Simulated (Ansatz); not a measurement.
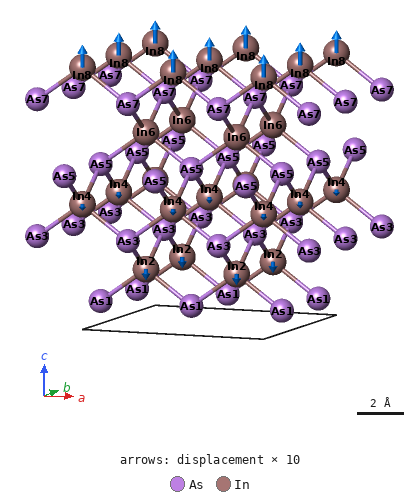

A relaxation of a slab of composition InAs (cut from the F-43m phase). The starting structure is drawn; blue arrows show the displacements, 10 times their true length.

Style: ball-and-stick. Shown: the 2 × 2 repeat of the cell, outlined in the plane, without the vacuum, slightly off an axis.

Case: (1 0 0) slab, atoms relaxed. The slab is the (1 0 0) face of InAs.

These are results of Ansatz 0.2.0, DFT PBEsol, scalar-relativistic, plane waves, PAW, not measurements.

Input file:
```yaml
crystal:
  lattice:
    - [4.3044884346, 0.0, 0.0]
    - [0.0, 4.3044884346, 0.0]
    - [0.0, 0.0, 25.6530653659]
  atoms:
    - { symbol: As, position: [0.0, 0.5, 0.2923627213] }
    - { symbol: In, position: [0.5, 0.5, 0.3516876581] }
    - { symbol: As, position: [0.5, 0.0, 0.4110125948] }
    - { symbol: In, position: [0.0, 0.0, 0.4703375316] }
    - { symbol: As, position: [0.0, 0.5, 0.5296624684] }
    - { symbol: In, position: [0.5, 0.5, 0.5889874052] }
    - { symbol: As, position: [0.5, 0.0, 0.6483123419] }
    - { symbol: In, position: [0.0, 0.0, 0.7076372787] }
basis:
  ecutwfc: 420
kpoints:
  mp_grid: { grid: [8, 8, 1] }
hamiltonian:
  xc: pbesol
scf:
  occupations: { method: gaussian, width: 0.1 }
output:
  forces: true
  eigenvalues: true
  write_density: true
  write_potential: true
  elf: true
  volumetric_format: npy
relax:
  adjacent_minimum: "off"
  f_tol: 0.02
  max_steps: 60
efield:
  axis: 3
  dipole_correction: true
  ramp_width: 0.04
```

Launched with:
```bash
ansatz run input.yaml --threads 1 --pin off --max-ram 2560MiB --backend cpu --events-out ev --progress --plain --runs-dir out
```

### Atoms of which element are displaced furthest, and by how much?

Indium: up to 0.10 Å, against 0.01 Å for arsenic.

### What did the optimiser do to the structure, and how much energy did it gain?

The largest move relative to the layer's centre is that of In8, 0.10 Å along the normal (+c). By element the largest moves are In 0.10 Å, As 0.01 Å. The cell stays as it was. Among the contacts that change: As7–In8 2.636 → 2.697 Å, In2–As3 2.636 → 2.670 Å, As1–In2 2.636 → 2.612 Å, In4–As5 2.636 → 2.651 Å. Among the angles between lasting bonds that change: In8–As7–In8 109.5° → 105.9°, As7–In8–As7 109.5° → 105.9°, As3–In2–As3 109.5° → 107.4°. After 3 geometry steps the energy has fallen by 37.8 meV per cell of the calculation. Largest force component: 0.45 eV/Å at the start, 0.0011 eV/Å at the end. The run took 6.3 min on 1 thread of Intel(R) Xeon(R) Platinum 8259CL CPU @ 2.50GHz (Skylake/Cascade Lake), on a shared host, peak memory 1.1 GiB.
